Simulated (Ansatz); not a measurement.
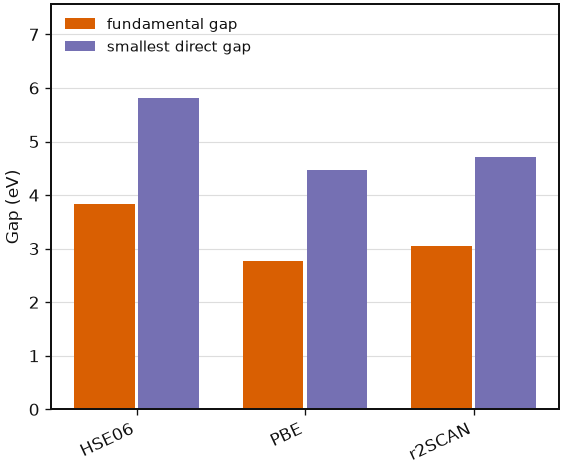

Gaps of C, space group Cmcm, 4 atoms in the cell, lonsdaleite (2H) type, uniaxial (x) strain −5.0%, at several levels of theory on one cell (Ansatz, plane waves and PAW; edges over the mesh and the special points).

How does the gap depend on the level, and does its kind change?

In rising order: PBE 2.77 eV, r2SCAN 3.04 eV and HSE06 3.83 eV. It is indirect at every level.
